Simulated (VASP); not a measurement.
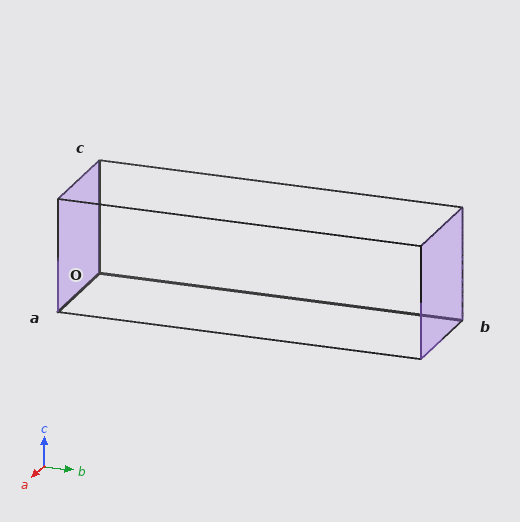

Crystal: Cu, a cell listed in the Materials Project, as set up for an electronic-structure calculation. Every member of one family of equally spaced planes, hx + ky + lz = a whole number, that cuts the unit cell is shaded (one member passes through the origin O). All values are computed from the atomic coordinates in the standard setting (tolerance 0.002 Å).

a = 2.437 Å, b = 7.953 Å, c = 2.475 Å, α = 90.00°, β = 90.00°, γ = 90.00°.

Q: What are the Miller indices?

A: (0 1 0); the opposite sign names the same planes. The member next to the origin meets the axes a never, b at 1, c never.

Q: What is the spacing?

A: d = 7.953 Å.

Q: The space group is Cmcm, No. 63. How many reflections hkl are equivalent to this one (itself included), and does it occur?

A: 2 reflections are equivalent in the Laue class mmm. The reflection is systematically absent, by the centring.
